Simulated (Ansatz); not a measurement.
Here is a crystal structure:

```cif
data_structure
_symmetry_space_group_name_H-M 'P 1'
_symmetry_Int_Tables_number 1
_cell_length_a 4.5802
_cell_length_b 4.5802
_cell_length_c 4.5802
_cell_angle_alpha 90.000
_cell_angle_beta 90.000
_cell_angle_gamma 90.000
_cell_volume 96.09
loop_
_atom_site_label
_atom_site_type_symbol
_atom_site_fract_x
_atom_site_fract_y
_atom_site_fract_z
_atom_site_occupancy
Si1 Si 0.00000 0.00000 0.00000 1
O1 O 0.25000 0.75000 0.75000 1
O2 O 0.25000 0.25000 0.75000 1
Si2 Si 0.00000 0.50000 0.50000 1
O3 O 0.25000 0.25000 0.25000 1
O4 O 0.25000 0.75000 0.25000 1
Si3 Si 0.50000 0.00000 0.50000 1
O5 O 0.75000 0.75000 0.25000 1
O6 O 0.75000 0.25000 0.25000 1
Si4 Si 0.50000 0.50000 0.00000 1
O7 O 0.75000 0.25000 0.75000 1
O8 O 0.75000 0.75000 0.75000 1
```

> Summarise the structure in words.

Chemical formula SiO₂. The atoms follow space group Fm-3m (No. 225); the Bravais lattice is face-centred cubic. Its structure type: fluorite (CaF₂ type). Atoms per cell: 12 (4 Si, 8 O). The polyhedra are SiO8 cubes; they share edges. Each Si has eight O in a cubic arrangement at 1.98 Å. O is linked to four Si in a tetrahedral arrangement at 1.98 Å. The bonds build a three-dimensional framework.

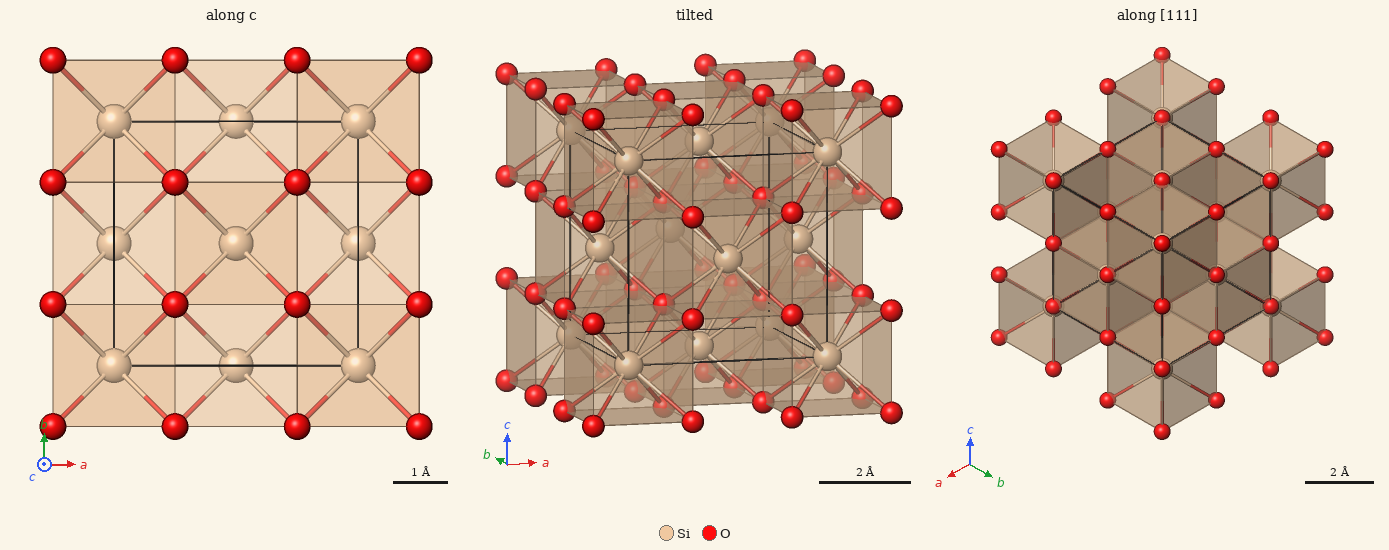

The crystal in a polyhedral representation, seen along the c axis, slightly off an axis and along [111]. The outline marks the conventional unit cell. A few atoms beyond the faces are included. Colours: silicon light orange, oxygen red.

The model was built from a structure listed in the Materials Project, with elements exchanged, so it need not be a known form of the compound. Atoms and cell were optimised with DFT PBE, scalar-relativistic, plane waves, PAW (Ansatz).
